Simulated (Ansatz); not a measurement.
## ZnO (P6_3mc): least direct gap against volume

The cell of ZnO (P6_3mc) is scaled evenly and the response computed anew at each volume, on one mesh. The atoms keep their fractional positions.

The structure is hexagonal, space group P6_3mc (No. 186). Conventional cell: a = 3.249 Å, b = 3.249 Å, c = 5.206 Å, α = 90.00°, β = 90.00°, γ = 120.00°. Zn on site b is surrounded by 4 O at 1.97 to 1.98 Å. O on site b has 4 Zn at 1.97 to 1.98 Å as nearest neighbours.

Method: Ansatz 0.2.0, PBE, independent particles, k-mesh 9×9×5 with interpolation inside its cells, Gaussian parameter 0.1 eV.

Launch of the response step: `ansatz run input.yaml --threads 4 --pin off --max-ram 8192MiB --backend cpu --events-out ev --progress --plain --runs-dir out`. The series took 2.3 min in all, on 4 threads of Intel(R) Xeon(R) Platinum 8375C CPU @ 2.90GHz (Ice Lake) (shared host).

| V/V₀ | V (Å³, primitive cell) | least direct gap (eV) |
| --- | --- | --- |
| 0.94 | 44.74 | 0.8926 |
| 0.96 | 45.69 | ? |
| 0.98 | 46.65 | 0.8340 |
| 1.00 | 47.60 | 0.8044 |
| 1.02 | 48.55 | 0.7763 |
| 1.04 | 49.50 | 0.7473 |
| 1.06 | 50.45 | 0.7185 |

For small changes the quantity should be close to linear in ln V.

Working, on the rows shown:

| x = ln(V/V₀) | y = least direct gap |
| --- | --- |
| -0.0618754 | 0.8926 |
| -0.0202027 | 0.834 |
| 0 | 0.8044 |
| 0.0198026 | 0.7763 |
| 0.0392207 | 0.7473 |
| 0.0582689 | 0.7185 |

Means: x̄ = 0.005869, ȳ = 0.79552. Σ(x − x̄)(y − ȳ) = -0.01354, Σ(x − x̄)² = 0.009356. Slope = -0.01354 / 0.009356 = -1.448; intercept = ȳ − slope · x̄ = 0.80401. The line misses the rows shown by at most 0.0012 eV.

Problem. Predict the last column of the withheld row from the fit.

Solution. At x = -0.040822 the line gives y = 0.86311 eV. The run gave 0.8631 eV, so the interpolation holds to the digits printed.

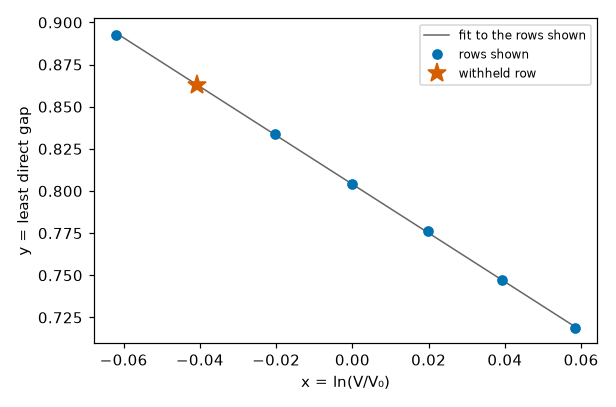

Between the rows on either side of x = 0 the slope is (0.7763 − 0.834) / (0.019803 − (-0.020203)) = -1.442. That is a volume deformation potential of -1.4 eV: the least direct gap on this mesh widens by 14 meV for each per cent of compression. PBE gaps are as a rule too small.
